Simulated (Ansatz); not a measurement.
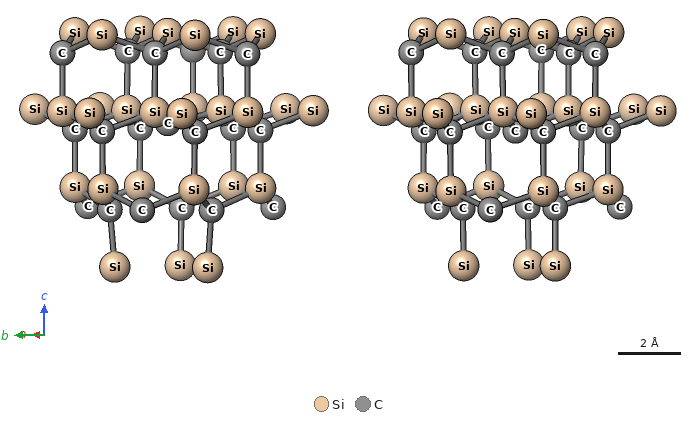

Two geometries of a defect cell of composition Si95C96 (cell charge +2), drawn at one scale. One is the start of a relaxation, the other its converged end. Style: ball-and-stick. Shown: the atoms within 5.0 Å of the atom that moves most (axes of the cell of the calculation (origin shifted)), from a free direction.

All numbers below come from DFT, PBEsol, PAW, plane waves in Ansatz. Set-up: plane-wave cutoff 420 eV; k-point mesh 1 × 1 × 1; mesh shifted by (0.25, 0.25, 0.25); collinear spin; atoms relaxed in a fixed cell; force threshold 0.03 eV/Å; at most 80 steps.

Q: Which geometry has the lower energy?

A: The left one is the relaxed one. The largest move is that of a C atom, 0.25 Å roughly along [−1 0 3]. By element the largest moves are C 0.25 Å, Si 0.08 Å. The lattice vectors keep their values. Some distances before and after: C–Si 1.947 → 1.859 Å, C–Si 1.920 → 1.859 Å, C–Si 1.828 → 1.888 Å, C–Si 1.937 → 1.878 Å. Bond angles that change, for instance: C–Si–C 110.3° → 101.4°, Si–C–Si 107.0° → 115.6°, Si–C–Si 105.7° → 114.2°. Over 5 geometry steps the energy falls by 3.565 eV per cell of the calculation. Largest force component: 1.9 eV/Å at the start, 0.011 eV/Å at the end. The program noted that the starting moments weren't kept. Cost: 38 s on 1 × NVIDIA GB300 Max-Q with 8 threads of Arm Neoverse-V2, peak memory 2.6 GiB.

Limits of the set-up: the cell is charged, on a uniform background, and energies carry no finite-size correction.
